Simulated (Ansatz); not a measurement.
**Run report: AlCu, geometry relaxation (part 1 of 2)**

The run: geometry relaxation of AlCu (Pm-3m, 2 atoms in the cell). Method and program: DFT PBEsol, scalar-relativistic, plane waves, PAW, no spin polarisation (Ansatz 0.2.0).

The structure derives from a Materials Project entry.

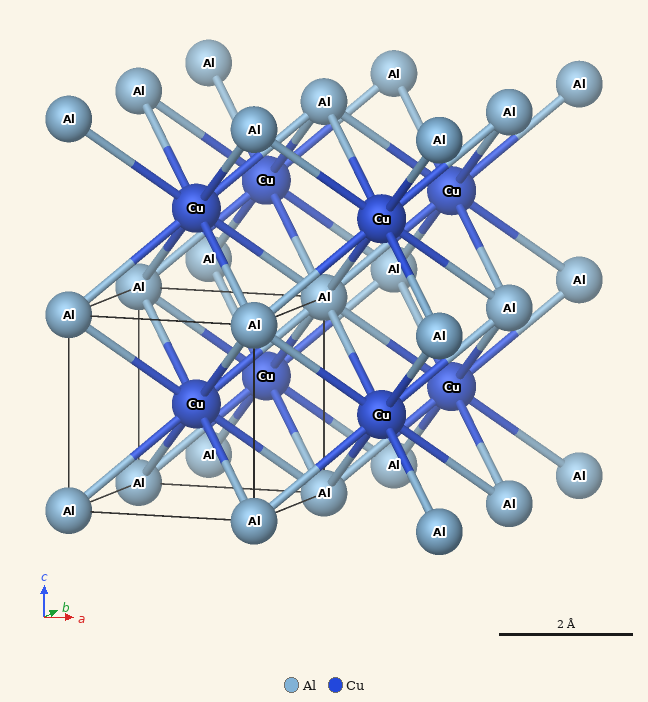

The input geometry (ball-and-stick view of the cell of the calculation, repeated 2 × 2 × 2, seen slightly off an axis). An atom can appear more than once, as a periodic image. Near neighbours in the periodic cell (some may lie outside the picture): Al has 8 Cu at 2.60 Å; Cu has 8 Al at 2.60 Å.

**The input**
```yaml
crystal:
  lattice:
    - [2.997509, 0.0, 0.0]
    - [0.0, 2.997509, 0.0]
    - [0.0, 0.0, 2.997509]
  atoms:
    - { symbol: Al, position: [0.0, 0.0, 0.0] }
    - { symbol: Cu, position: [0.5, 0.5, 0.5] }
basis:
  ecutwfc: 420
kpoints:
  mp_grid: { grid: [14, 14, 14] }
hamiltonian:
  xc: pbesol
scf:
  occupations: { method: gaussian, width: 0.1 }
output:
  forces: true
  stress: true
  eigenvalues: true
  write_density: true
  write_potential: true
  elf: true
  volumetric_format: npy
relax:
  adjacent_minimum: "off"
  f_tol: 0.005
  max_steps: 80
  cell: { stress_tol: 0.05 }
```

Machine: 2 threads of AMD EPYC (Zen 3), 189 GiB of memory available, shared host.

Launched with:
```bash
ansatz run input.yaml --threads 2 --pin off --max-ram 5120MiB --backend cpu --events-out ev --progress --plain --runs-dir out
```

**What the program printed**
```
Engine: ansatz 0.2.0, x86_64-unknown-linux-gnu
Pseudopotentials: kind: paw
Pseudopotential: Al, paw, valence charge 3, recommended cutoff 420 eV (normal), Al.paw.azcp
Pseudopotential: Cu, paw, valence charge 19, recommended cutoff 420 eV (normal), Cu.paw.azcp
Functional definition: PBEsol
  exchange = pbesol_x
  correlation = pbesol_c
Crystal: 2 atoms, lattice volume = 26.933 Å³
Basis set: ecut = 420 eV, 515 PW (Γ), exchange–correlation on 48×48×48 points (8 copies of the dense FFT grid, shifted against one another)
Bands: 15, of which v1, the nominal top of the filled ones, is band 11 counted from 1 (10 counted from 0)
Symmetry: 48 space group operations
Space group: Pm-3m (ITA 221), of the structure as read, at distance tolerance 3.0e-5 Å
k-points: 120 of 2744
Non-local potential: Al, projectors of the file, l = 0: 2, l = 1: 2, l = 2: 1
Non-local potential: Cu, projectors of the file, l = 0: 3, l = 1: 2, l = 2: 3, l = 3: 1
PAW form: soft (Blöchl's): semilocal exchange-correlation on the pseudo side does not see the compensation charge
PAW frozen core: Al, regenerated for the run's functional, and the local potential with it (the file was generated under x = pbe(κ = 0.804, μ = 0.2195149727645171), c = pbe(β = 0.06672455060314922))
PAW frozen core: Cu, regenerated for the run's functional, and the local potential with it (the file was generated under x = pbe(κ = 0.804, μ = 0.2195149727645171), c = pbe(β = 0.06672455060314922))
PAW one-centre angular grid: Al, 110 points (default); XC on 64 Gauss nodes
PAW one-centre angular grid: Cu, 590 points (default); XC on 64 Gauss nodes
Initial density: superposition of atomic densities (neutral atoms: chi_scale 0, normalization atom), corrected by the library's trained network
Initial wavefunctions: pseudopotential atomic-orbital guess
Functional: x = pbesol(κ = 0.804, μ = 0.12345679012345678), c = pbesol(β = 0.046)
SCF iter   1: F=—  HF=-7113.621877 eV  |F-HF|=—  |Δ(HF+E_count)|=         —  Δρ=1.65e-2  dr2=3.75e-2  ethr=1.77e-3  ⟨swp⟩=4.2  Hψ=8120  notcnv=0
preconditioner: auto → none  [metal: Δε(μ)=0.047 eV  Ē_g=9.634 eV  σ=0.100 eV  W_gap=0.26  n_scr=6 (ndim 8)  ℏωp=26.8 eV  f_vac=0.000  D(μ)=0.72/eV (n_scr^D=6)  sad-step TF]
SCF iter   2: F=—  HF=-7113.614837 eV  |F-HF|=—  |Δ(HF+E_count)|=   7.04e-3  Δρ=2.49e-3  dr2=8.77e-4  ethr=1.71e-4  ⟨swp⟩=2.5  Hψ=3850  notcnv=0  defer=12
SCF iter   3: F=—  HF=-7113.614416 eV  |F-HF|=—  |Δ(HF+E_count)|=   4.21e-4  Δρ=1.29e-3  dr2=2.24e-4  ethr=3.99e-6  ⟨swp⟩=2.2  Hψ=2805  notcnv=0  defer=12
SCF iter   4: F=—  HF=-7113.614333 eV  |F-HF|=—  |Δ(HF+E_count)|=   8.23e-5  Δρ=8.12e-5  dr2=1.07e-6  ethr=1.02e-6  ⟨swp⟩=2.0  Hψ=2583  notcnv=0  defer=13
SCF iter   5: F=—  HF=-7113.614312 eV  |F-HF|=—  |Δ(HF+E_count)|=   2.12e-5  Δρ=9.79e-6  dr2=8.56e-9  ethr=4.85e-9  ⟨swp⟩=2.0  Hψ=2547  notcnv=0  defer=13
SCF iter   6: F=-7113.614312 eV  HF=-7113.614312 eV  |F-HF|=4.18e-11  |Δ(HF+E_count)|=   1.08e-8  Δρ=7.91e-7  dr2=5.61e-11  ethr=3.89e-11  ⟨swp⟩=4.7  Hψ=9485  notcnv=0
SCF 1 converged in 6 iterations: F = -7113.614312 eV  dr2 = 5.61e-11
  greatest PAW one-centre occupation: 1.000 electrons in one spin orbital (limit 2), on the Cu atom at site 1 (counted from 0), in its partial waves of l = 0
relax step   1: F+E_penalty+E_count = -7113.61431215 eV  Δ(F+E_penalty+E_count) = +0.000e0 eV  max|allowed force component| = 2.521e-29 eV/Å  Δτ_max = 0.0000 Å  P = -4.854 GPa  Ω = 26.933 Å³  (6 SCF iters, dr2 threshold 1.00e-7 eV, accepted)
Crystal: 2 atoms, lattice volume = 26.147 Å³
Basis set: ecut = 420 eV, 485 PW (Γ), exchange–correlation on 48×48×48 points (8 copies of the dense FFT grid, shifted against one another)
Initial density: handed on by an earlier stage of this run
Initial wavefunctions: those handed on with the density
iter 1 solved again at ethr=1.47e-4 eV; its pass at ethr=3.10e-3 eV (dr2=3.24e-2 eV) is discarded
SCF iter   1: F=—  HF=-7113.636385 eV  |F-HF|=—  |Δ(HF+E_count)|=         —  Δρ=1.29e-2  dr2=3.25e-2  ethr=1.47e-4  ⟨swp⟩=1.0  Hψ=10593  notcnv=0
preconditioner: auto → none  [metal: Δε(μ)=0.060 eV  Ē_g=9.830 eV  σ=0.100 eV  W_gap=0.31  n_scr=6 (ndim 8)  ℏωp=27.2 eV  f_vac=0.000  D(μ)=0.67/eV (n_scr^D=6)]
SCF iter   2: F=—  HF=-7113.630953 eV  |F-HF|=—  |Δ(HF+E_count)|=   5.43e-3  Δρ=1.27e-3  dr2=3.29e-4  ethr=1.47e-4  ⟨swp⟩=2.1  Hψ=2722  notcnv=0
SCF iter   3: F=—  HF=-7113.630564 eV  |F-HF|=—  |Δ(HF+E_count)|=   3.89e-4  Δρ=9.30e-4  dr2=2.27e-4  ethr=1.49e-6  ⟨swp⟩=2.0  Hψ=3222  notcnv=0
SCF iter   4: F=—  HF=-7113.630513 eV  |F-HF|=—  |Δ(HF+E_count)|=   5.08e-5  Δρ=1.04e-4  dr2=6.19e-7  ethr=1.03e-6  ⟨swp⟩=2.2  Hψ=2546  notcnv=0  defer=2
SCF iter   5: F=—  HF=-7113.630494 eV  |F-HF|=—  |Δ(HF+E_count)|=   1.94e-5  Δρ=8.15e-6  dr2=1.88e-8  ethr=2.82e-9  ⟨swp⟩=2.0  Hψ=3111  notcnv=0  defer=3
SCF iter   6: F=-7113.630494 eV  HF=-7113.630494 eV  |F-HF|=1.82e-12  |Δ(HF+E_count)|=   7.00e-9  Δρ=5.53e-7  dr2=2.16e-11  ethr=8.55e-11  ⟨swp⟩=5.0  Hψ=9106  notcnv=0
SCF 2 converged in 6 iterations: F = -7113.630494 eV  dr2 = 2.16e-11
relax step   2: F+E_penalty+E_count = -7113.63049409 eV  Δ(F+E_penalty+E_count) = -1.618e-2 eV  max|allowed force component| = 5.111e-30 eV/Å  Δτ_max = 0.0000 Å  P = -1.516 GPa  Ω = 26.147 Å³  energy of the carried Pulay correction = +3.331e-4 eV  (6 SCF iters, dr2 threshold 2.00e-7 eV, accepted)
Crystal: 2 atoms, lattice volume = 25.805 Å³
iter 1 solved again at ethr=2.97e-5 eV; its pass at ethr=3.10e-3 eV (dr2=6.54e-3 eV) is discarded
SCF iter   1: F=—  HF=-7113.633349 eV  |F-HF|=—  |Δ(HF+E_count)|=         —  Δρ=5.79e-3  dr2=6.44e-3  ethr=2.97e-5  ⟨swp⟩=1.0  Hψ=10257  notcnv=0
preconditioner: auto → none  [metal: Δε(μ)=0.065 eV  Ē_g=9.984 eV  σ=0.100 eV  W_gap=0.34  n_scr=6 (ndim 8)  ℏωp=27.4 eV  f_vac=0.000  D(μ)=0.68/eV (n_scr^D=6)]
SCF iter   2: F=—  HF=-7113.632253 eV  |F-HF|=—  |Δ(HF+E_count)|=   1.10e-3  Δρ=6.07e-4  dr2=5.92e-5  ethr=2.93e-5  ⟨swp⟩=2.4  Hψ=2454  notcnv=0
SCF iter   3: F=—  HF=-7113.632161 eV  |F-HF|=—  |Δ(HF+E_count)|=   9.13e-5  Δρ=4.09e-4  dr2=4.38e-5  ethr=2.69e-7  ⟨swp⟩=2.0  Hψ=3119  notcnv=0
SCF iter   4: F=—  HF=-7113.632151 eV  |F-HF|=—  |Δ(HF+E_count)|=   9.97e-6  Δρ=5.09e-5  dr2=1.40e-7  ethr=1.99e-7  ⟨swp⟩=2.2  Hψ=2562  notcnv=0
iter 5 did not close the SCF: its close was put off for the readings that it lacked (scf_convergence_deferred on its scf_iter line)
SCF iter   5: F=-7113.632152 eV  HF=-7113.632152 eV  |F-HF|=2.39e-9  |Δ(HF+E_count)|=   3.52e-7  Δρ=2.36e-6  dr2=4.35e-10  ethr=6.37e-10  ⟨swp⟩=2.0  Hψ=3123  notcnv=0
SCF iter   6: F=-7113.632152 eV  HF=-7113.632152 eV  |F-HF|=9.09e-13  |Δ(HF+E_count)|=   1.18e-9  Δρ=2.75e-7  dr2=5.63e-12  ethr=1.98e-12  ⟨swp⟩=4.0  Hψ=8842  notcnv=0
SCF 3 converged in 6 iterations: F = -7113.632152 eV  dr2 = 5.63e-12
relax step   3: F+E_penalty+E_count = -7113.63215162 eV  Δ(F+E_penalty+E_count) = -1.658e-3 eV  max|allowed force component| = 4.674e-29 eV/Å  Δτ_max = 0.0000 Å  P = +0.121 GPa  Ω = 25.805 Å³  energy of the carried Pulay correction = +4.812e-4 eV  (6 SCF iters, dr2 threshold 2.00e-7 eV, accepted)
Crystal: 2 atoms, lattice volume = 25.829 Å³
iter 1 solved again at ethr=1.49e-7 eV; its pass at ethr=3.10e-3 eV (dr2=3.28e-5 eV) is discarded
SCF iter   1: F=—  HF=-7113.632166 eV  |F-HF|=—  |Δ(HF+E_count)|=         —  Δρ=4.10e-4  dr2=3.25e-5  ethr=1.49e-7  ⟨swp⟩=1.0  Hψ=8794  notcnv=0
preconditioner: auto → none  [metal: Δε(μ)=0.052 eV  Ē_g=10.023 eV  σ=0.100 eV  W_gap=0.28  n_scr=6 (ndim 8)  ℏωp=27.3 eV  f_vac=0.000  D(μ)=0.69/eV (n_scr^D=6)]
SCF iter   2: F=—  HF=-7113.632151 eV  |F-HF|=—  |Δ(HF+E_count)|=   1.53e-5  Δρ=4.41e-5  dr2=2.92e-7  ethr=1.48e-7  ⟨swp⟩=2.4  Hψ=2427  notcnv=0
SCF iter   3: F=—  HF=-7113.632150 eV  |F-HF|=—  |Δ(HF+E_count)|=   3.99e-7  Δρ=2.91e-5  dr2=2.22e-7  ethr=1.33e-9  ⟨swp⟩=2.0  Hψ=3119  notcnv=0
iter 4 did not close the SCF: its close was put off for the readings that it lacked (scf_convergence_deferred on its scf_iter line)
SCF iter   4: F=-7113.632150 eV  HF=-7113.632150 eV  |F-HF|=1.58e-9  |Δ(HF+E_count)|=   4.96e-8  Δρ=4.04e-6  dr2=8.75e-10  ethr=1.01e-9  ⟨swp⟩=2.2  Hψ=2562  notcnv=0
iter 5 did not close the SCF: its close was put off for the readings that it lacked (scf_convergence_deferred on its scf_iter line)
SCF iter   5: F=-7113.632150 eV  HF=-7113.632150 eV  |F-HF|=1.15e-10  |Δ(HF+E_count)|=   2.01e-9  Δρ=6.13e-7  dr2=4.23e-11  ethr=3.98e-12  ⟨swp⟩=2.0  Hψ=3122  notcnv=0
SCF iter   6: F=-7113.632150 eV  HF=-7113.632150 eV  |F-HF|=1.82e-12  |Δ(HF+E_count)|=  2.55e-11  Δρ=2.91e-8  dr2=6.43e-14  ethr=1.00e-12  ⟨swp⟩=3.7  Hψ=7729  notcnv=0
SCF 4 converged in 6 iterations: F = -7113.632150 eV  dr2 = 6.43e-14
relax step   4: F+E_penalty+E_count = -7113.63215036 eV  Δ(F+E_penalty+E_count) = +1.259e-6 eV  max|allowed force component| = 6.352e-30 eV/Å  Δτ_max = 0.0000 Å  P = +0.002 GPa  Ω = 25.829 Å³  energy of the carried Pulay correction = +4.706e-4 eV  (6 SCF iters, accepted)
Basis set: ecut = 420 eV, 485 PW (Γ), exchange–correlation on 40×40×40 points (8 copies of the dense FFT grid, shifted against one another)
Initial wavefunctions: pseudopotential atomic-orbital guess (no wavefunctions were taken with the density)
iter 1 solved again at ethr=1.77e-9 eV; its pass at ethr=3.10e-3 eV (dr2=3.89e-7 eV) is discarded
SCF iter   1: F=—  HF=-7113.631771 eV  |F-HF|=—  |Δ(HF+E_count)|=         —  Δρ=7.03e-5  dr2=1.48e-7  ethr=1.77e-9  ⟨swp⟩=3.5  Hψ=13922  notcnv=0
preconditioner: auto → none  [metal: Δε(μ)=0.053 eV  Ē_g=10.020 eV  σ=0.100 eV  W_gap=0.28  n_scr=6 (ndim 8)  ℏωp=27.3 eV  f_vac=0.000  D(μ)=0.68/eV (n_scr^D=6)]
SCF iter   2: F=—  HF=-7113.631704 eV  |F-HF|=—  |Δ(HF+E_count)|=   6.73e-5  Δρ=3.85e-5  dr2=1.30e-7  ethr=6.74e-10  ⟨swp⟩=2.0  Hψ=3047  notcnv=0
SCF iter   3: F=—  HF=-7113.631704 eV  |F-HF|=—  |Δ(HF+E_count)|=   3.30e-8  Δρ=1.30e-5  dr2=7.76e-9  ethr=5.90e-10  ⟨swp⟩=2.2  Hψ=2637  notcnv=0
SCF iter   4: F=—  HF=-7113.631704 eV  |F-HF|=—  |Δ(HF+E_count)|=  9.06e-10  Δρ=1.13e-6  dr2=6.83e-11  ethr=3.53e-11  ⟨swp⟩=2.0  Hψ=2997  notcnv=0
iter 5 did not close the SCF: its close was put off for the readings that it lacked (scf_convergence_deferred on its scf_iter line)
SCF iter   5: F=-7113.631704 eV  HF=-7113.631704 eV  |F-HF|=0.00e0  |Δ(HF+E_count)|=  6.82e-11  Δρ=1.73e-7  dr2=2.63e-12  ethr=1.00e-12  ⟨swp⟩=1.0  Hψ=1800  notcnv=0
SCF iter   6: F=-7113.631704 eV  HF=-7113.631704 eV  |F-HF|=1.82e-12  |Δ(HF+E_count)|=  2.73e-12  Δρ=1.08e-8  dr2=6.17e-15  ethr=1.00e-12  ⟨swp⟩=3.1  Hψ=6604  notcnv=0
SCF 5 converged in 6 iterations: F = -7113.631704 eV  dr2 = 6.17e-15
relax step   5: F+E_penalty+E_count = -7113.63170361 eV  Δ(F+E_penalty+E_count) = +4.467e-4 eV  max|allowed force component| = 6.278e-30 eV/Å  Δτ_max = 0.0000 Å  P = -0.002 GPa  Ω = 25.829 Å³  stress off target by 2.03e-3 GPa  SCF on the basis re-selected at this cell (its energy is not comparable with the rows above)  (6 SCF iters)
```

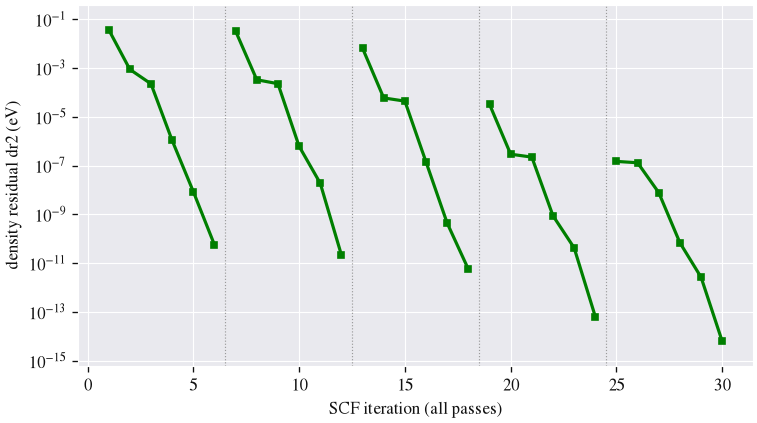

Convergence of the self-consistent field: density residual dr2 against the SCF iteration. The dotted lines part the SCF passes of the relaxation: geometry steps, rejected trials and re-solves on a re-selected basis. The 5 passes take 6 iterations each, 30 in all.
